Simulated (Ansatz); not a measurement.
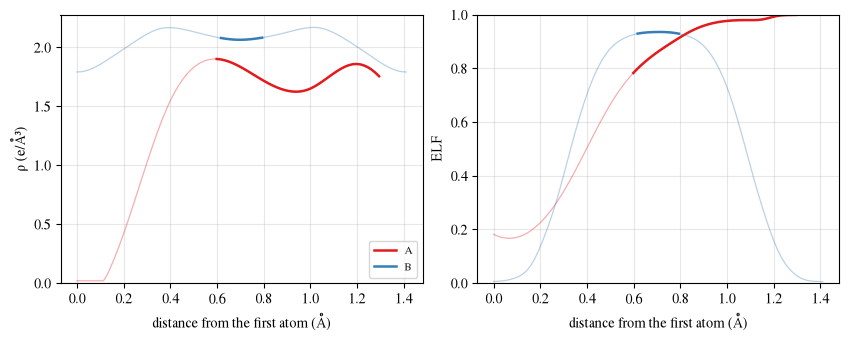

HC$_{18}$Cl (slab). Valence electron density and ELF along straight lines between neighbouring atoms. Thin, pale parts lie inside the atomic spheres.

Computed with DFT PBE, scalar-relativistic, plane waves, PAW (Ansatz 0.2.0).

The density is the valence pseudo-density of a PAW calculation; it isn't the true density close to the nuclei.

```
CELL_PARAMETERS angstrom
7.39800 0.00000 0.00000
-3.69900 6.40686 0.00000
0.00000 0.00000 13.00000
ATOMIC_POSITIONS crystal
C 0.99725 0.00374 0.07318
C 0.21996 0.11691 0.07307
C 0.99726 0.33728 0.07346
C 0.22012 0.45036 0.07321
C 0.99726 0.67063 0.07313
C 0.21998 0.78367 0.07316
C 0.33054 0.00387 0.07311
C 0.55320 0.11691 0.07309
C 0.33060 0.33719 0.07308
C 0.55327 0.45027 0.07308
C 0.33061 0.67058 0.07317
C 0.55329 0.78354 0.07316
C 0.66369 0.00372 0.07321
C 0.88650 0.11676 0.07339
C 0.66381 0.33717 0.07306
C 0.88652 0.45042 0.07317
C 0.66391 0.67049 0.07315
C 0.88660 0.78357 0.07314
Cl 0.97277 0.28119 0.36857
H 0.97133 0.27853 0.26901
```

Which curve belongs to which contact (Cl–H and C–C)? The first atom named is at distance zero.

Answer. Curve A: Cl–H (1.29 Å): ρ is about 1.9 e/Å³ halfway; the ELF climbs to about 1 towards the hydrogen, as it does in any bond to H; a covalent bond by its length. Curve B: C–C (1.41 Å): ρ is about 2.1 e/Å³ halfway; the ELF peaks at about 0.95 between the atoms (a covalent bond).
